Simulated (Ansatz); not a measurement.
Here is a crystal structure:

```cif
data_structure
_symmetry_space_group_name_H-M 'P 63/m m c'
_symmetry_Int_Tables_number 194
_cell_length_a 2.7837
_cell_length_b 2.7837
_cell_length_c 4.6289
_cell_angle_alpha 90.000
_cell_angle_beta 90.000
_cell_angle_gamma 120.000
_cell_volume 31.06
loop_
_atom_site_label
_atom_site_type_symbol
_atom_site_symmetry_multiplicity
_atom_site_Wyckoff_symbol
_atom_site_fract_x
_atom_site_fract_y
_atom_site_fract_z
_atom_site_occupancy
Pd1 Pd 2 c 0.66667 0.33333 0.75000 1
```

Question: What crystal do these data define?

Answer: The element is palladium. Space group: P6_3/mmc (No. 194). Lattice: primitive hexagonal. Its structure type: hexagonal close-packed (Mg type). The cell holds two atoms. The Pd atoms are each bonded to twelve Pd in an anticuboctahedral arrangement at 2.78 to 2.82 Å. The bonds build a three-dimensional framework.

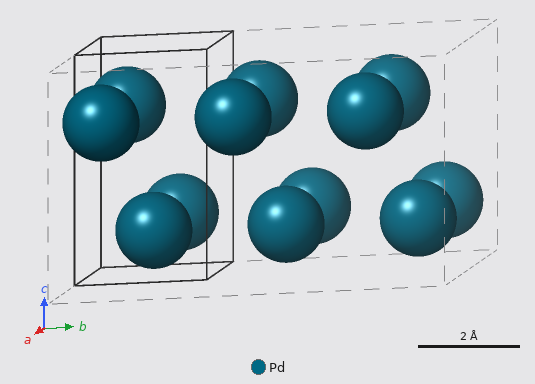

The crystal in a spheres-only representation, seen slightly off an axis. 2×3×1 cells are drawn; the solid outline is the conventional unit cell. Colours: palladium blue.

It derives from a structure listed in the Materials Project. Earlier steps of the study may have refined or changed the cell and positions. It was run through Ansatz as a DFT input.

At this level of theory the cell isn't at rest (compressed, at 4 GPa), so its distances can differ from those at equilibrium, the more so the softer the solid.
